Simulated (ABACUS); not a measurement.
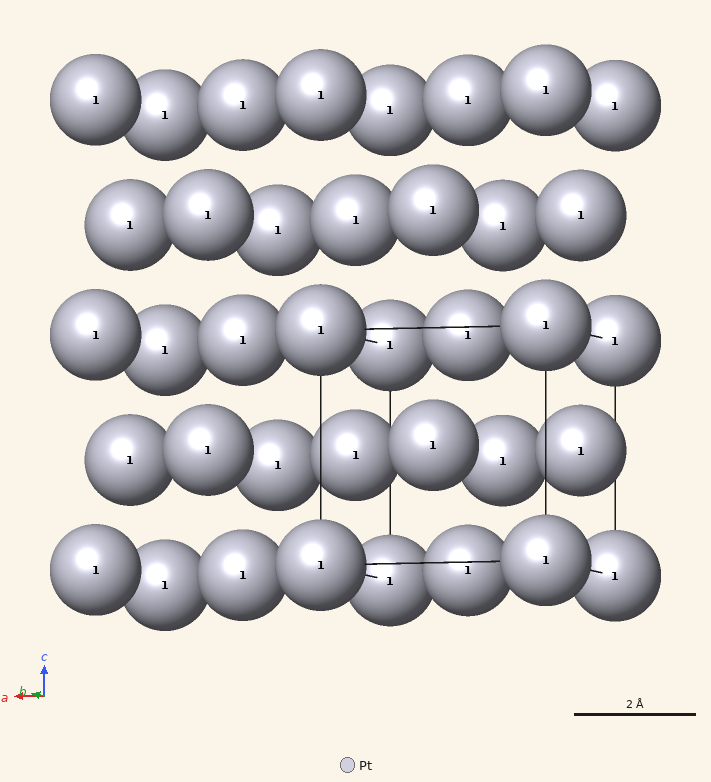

*The structure (spheres-only view of the cell 4 times as large as that of the calculation, set on its symmetry axes, repeated 2 × 1 × 2, seen at an oblique angle; atoms are numbered from 1 in the order of the input).*

# Single-point calculation at one volume of an equation of state of Pt (part 1 of 2)

- system: Pt (1 atom in the cell)
- method: Kohn-Sham DFT of a periodic cell, PBEsol, PseudoDojo NC SR 0.4.1 PBEsol standard, no spin polarisation (ABACUS 3.10.1)

The structure derives from an entry of the Crystallography Open Database. It belongs to a series of runs on one base structure; here: volume scaled by 0.98.

What the program printed:
```
ABACUS v3.10.1

               Atomic-orbital Based Ab-initio Computation at UStc

 ------------------------------------------------------------------------------------

 READING GENERAL INFORMATION
                           global_out_dir = OUT.Pt/
                           global_in_card = INPUT
                               pseudo_dir = ./
                              orbital_dir =
                                    DSIZE = 4
                                    GSIZE = 1

 READING UNITCELL INFORMATION
                                    ntype = 1
                  lattice constant (Bohr) = 1.88973
              lattice constant (Angstrom) = 1

 READING ATOM TYPE 1
                               atom label = Pt
                      L=0, number of zeta = 1
                      L=1, number of zeta = 1
                      L=2, number of zeta = 1
             number of atom for this type = 1

                        TOTAL ATOM NUMBER = 1
DIRECT COORDINATES
    atom                   x                   y                   z     mag                  vx                  vy                  vz
taud_Pt1            0.0000000000        0.0000000000        0.0000000000  0.0000        0.0000000000        0.0000000000        0.0000000000

                          Volume (Bohr^3) = 99.7284
                             Volume (A^3) = 14.7782

 Lattice vectors: (Cartesian coordinate: in unit of a_0)
                   +0            +1.94774            +1.94774
             +1.94774                  +0            +1.94774
             +1.94774            +1.94774                  +0
 Reciprocal vectors: (Cartesian coordinate: in unit of 2 pi/a_0)
            -0.256708           +0.256708           +0.256708
            +0.256708           -0.256708           +0.256708
            +0.256708           +0.256708           -0.256708
 The esolver type has been set to : ksdft_pw

                PAO radial cut off (Bohr) = 7

 Read in pseudopotential file is Pt.upf
                     pseudopotential type = NC
          exchange-correlation functional = PBESOL
                 nonlocal core correction = 1
                        valence electrons = 18
                                     lmax = 3
                           number of zeta = 4
                     number of projectors = 8
                           L of projector = 0
                           L of projector = 0
                           L of projector = 1
                           L of projector = 1
                           L of projector = 2
                           L of projector = 2
                           L of projector = 3
                           L of projector = 3
     initial pseudo atomic orbital number = 10

 SETUP THE ELECTRONS NUMBER
            electron number of element Pt = 18
      total electron number of element Pt = 18
            AUTOSET number of electrons:  = 18
                           occupied bands = 9
                                   NBANDS = 13
                                   NLOCAL = 9

%%%%%%%%%%%%%%%%%%%%%%%%%%%%%%%%%%%%%%%%%%%%%%%%%%%%%%%%%%%%%%%%%%%%%%%%%%%%%%%%%%%%%%%%%%%%%%%%%%%%%%%%%%
 Warning: the number of valence electrons in pseudopotential > 10 for Pt: [Xe] 4f14 5d9 6s1
 Pseudopotentials with additional electrons can yield (more) accurate outcomes, but may be less efficient.
 If you're confident that your chosen pseudopotential is appropriate, you can safely ignore this warning.
%%%%%%%%%%%%%%%%%%%%%%%%%%%%%%%%%%%%%%%%%%%%%%%%%%%%%%%%%%%%%%%%%%%%%%%%%%%%%%%%%%%%%%%%%%%%%%%%%%%%%%%%%%

 SETUP THE PLANE WAVE BASIS
 energy cutoff for charge/potential (unit:Ry) = 336
            fft grid for charge/potential = [ 32, 32, 32 ]
                        fft grid division = [ 1, 1, 1 ]
        big fft grid for charge/potential = [ 32, 32, 32 ]
                                     nbxx = 32768
                                     nrxx = 32768

 SETUP PLANE WAVES FOR CHARGE/POTENTIAL
                    number of plane waves = 10417
                         number of sticks = 637

 PARALLEL PW FOR CHARGE/POTENTIAL
     PROC   COLUMNS(POT)             PW
        1            637          10417
 --------------- sum -------------------
        1            637          10417
                            number of |g| = 156
                                  max |g| = 30.3135
                                  min |g| = 0

----------- Double Check Mixing Parameters Begin ------------
mixing_type: broyden
mixing_beta: 0.7
mixing_gg0: 1
mixing_gg0_min: 0.1
mixing_ndim: 8
----------- Double Check Mixing Parameters End ------------

 LATTICE VECTORS: (CARTESIAN COORDINATE: IN UNIT OF A0)
                   +0            +1.94774            +1.94774
             +1.94774                  +0            +1.94774
             +1.94774            +1.94774                  +0
                       right hand lattice = 1
                                   NORM_A = 2.75452
                                   NORM_B = 2.75452
                                   NORM_C = 2.75452
                           ALPHA (DEGREE) = 60
                           BETA  (DEGREE) = 60
                           GAMMA (DEGREE) = 60

 The lattice vectors have been changed (STRU_SIMPLE.cif)

(for optimal symmetric configuration:)
                             BRAVAIS TYPE = 3
                     BRAVAIS LATTICE NAME = 03. Cubic F (face-centered)
                                    ibrav = 3
                                    IBRAV = 3
                                  BRAVAIS = FACE CENTERED CUBIC
                       LATTICE CONSTANT A = 3.89548
Original cell was already a primitive cell.
                        ROTATION MATRICES = 48
              PURE POINT GROUP OPERATIONS = 48
                   SPACE GROUP OPERATIONS = 48
                              POINT GROUP = O_h
               POINT GROUP IN SPACE GROUP = O_h

 SETUP K-POINTS
                                    nspin = 1
                   Input type of k points = Monkhorst-Pack(Gamma)
                                   nkstot = 1728
                       right hand lattice = 1
(for reciprocal lattice: )
                             BRAVAIS TYPE = 2
                     BRAVAIS LATTICE NAME = 02. Cubic I (body-centered)
                                    ibrav = 2
                       right hand lattice = 1
(for k-lattice: )
                             BRAVAIS TYPE = 2
                     BRAVAIS LATTICE NAME = 02. Cubic I (body-centered)
                                    ibrav = 2
                       right hand lattice = 1
                        ROTATION MATRICES = 48
                               nkstot_ibz = 72
K-POINTS REDUCTION ACCORDING TO SYMMETRY
     IBZ    DIRECT_X    DIRECT_Y    DIRECT_Z  WEIGHT  ibz2bz
       1  0.00000000  0.00000000  0.00000000  0.0006       0
       2  0.08333333  0.08333333  0.08333333  0.0046       1
       3  0.16666667  0.16666667  0.16666667  0.0046       2
       4  0.25000000  0.25000000  0.25000000  0.0046       3
       5  0.33333333  0.33333333  0.33333333  0.0046       4
       6  0.41666667  0.41666667  0.41666667  0.0046       5
       7  0.50000000  0.50000000  0.50000000  0.0023       6
       8  0.08333333  0.08333333  0.00000000  0.0035      13
       9  0.16666667  0.16666667  0.08333333  0.0139      14
      10  0.25000000  0.25000000  0.16666667  0.0139      15
      11  0.33333333  0.33333333  0.25000000  0.0139      16
      12  0.41666667  0.41666667  0.33333333  0.0139      17
      13  0.50000000  0.50000000  0.41666667  0.0139      18
      14  0.50000000  0.41666667  0.41666667  0.0139      19
      15  0.41666667  0.33333333  0.33333333  0.0139      20
      16  0.33333333  0.25000000  0.25000000  0.0139      21
      17  0.25000000  0.16666667  0.16666667  0.0139      22
      18  0.16666667  0.08333333  0.08333333  0.0069      23
      19  0.16666667  0.16666667  0.00000000  0.0035      26
      20  0.25000000  0.25000000  0.08333333  0.0139      27
      21  0.33333333  0.33333333  0.16666667  0.0139      28
      22  0.41666667  0.41666667  0.25000000  0.0139      29
      23  0.50000000  0.50000000  0.33333333  0.0139      30
      24 -0.41666667  0.41666667  0.41666667  0.0139      31
      25  0.50000000  0.33333333  0.33333333  0.0139      32
      26  0.41666667  0.25000000  0.25000000  0.0139      33
      27  0.33333333  0.16666667  0.16666667  0.0069      34
      28  0.25000000  0.25000000  0.00000000  0.0035      39
      29  0.33333333  0.33333333  0.08333333  0.0139      40
      30  0.41666667  0.41666667  0.16666667  0.0139      41
[... 42 further k points ...]

                               nkstot now = 72
[... K-POINTS DIRECT COORDINATES: 72 rows ...]

           k-point number in this process = 18
       minimum distributed K point number = 18
[... stars of the k points ...]

[... K-POINTS CARTESIAN COORDINATES: 18 rows ...]

[... K-POINTS DIRECT COORDINATES: 18 rows ...]

 SETUP PLANE WAVES FOR WAVE FUNCTIONS
     energy cutoff for wavefunc (unit:Ry) = 84
              fft grid for wave functions = [ 32, 32, 32 ]
                    number of plane waves = 1639
                         number of sticks = 187

 PARALLEL PW FOR WAVE FUNCTIONS
     PROC   COLUMNS(POT)             PW
        1            187           1639
 --------------- sum -------------------
        1            187           1639

 SETUP NONLOCAL PSEUDOPOTENTIALS IN PLANE WAVE BASIS
 Pt non-local projectors:
 projector 1 L=0
 projector 2 L=0
 projector 3 L=1
 projector 4 L=1
 projector 5 L=2
 projector 6 L=2
 projector 7 L=3
 projector 8 L=3
      TOTAL NUMBER OF NONLOCAL PROJECTORS = 32

 Init Non-Local PseudoPotential table :
 Init Non-Local-Pseudopotential done.

                                     npwx = 1314

 Make real space PAO into reciprocal space.
       max mesh points in Pseudopotential = 701
     dq(describe PAO in reciprocal space) = 0.01
                                    max q = 1104

 number of pseudo atomic orbitals for Pt is 4
WARNING: norm of atomic wavefunction # 3 of atomic type Pt is 0.999889, renormalized
WARNING: norm of atomic wavefunction # 4 of atomic type Pt is 0.997658, renormalized

 -------------------------------------------
 SELF-CONSISTENT
 -------------------------------------------
                                 init_chg = atomic

 PW ALGORITHM --------------- ION=   1  ELEC=   1--------------------------------
 Notice: Threshold on eigenvalues was too large.
 hsover_error=0.18 > DRHO=0.0850606
 Origin diag ethr = 0.01
 New diag ethr = 0.000472559

 Density error is 0.086126411021
                          Error Threshold = 0.000472559116988
----------------------------------------------------------
     Energy           Rydberg                 eV
----------------------------------------------------------
 E_KohnSham     -261.0880287526      -3552.2848706238
 E_Harris       -263.9529853327      -3591.2646046351
 E_Fermi        1.8483490380         25.1480788098
----------------------------------------------------------

 PW ALGORITHM --------------- ION=   1  ELEC=   2--------------------------------

 Density error is 0.0141212752565
                          Error Threshold = 0.000478480061228
```
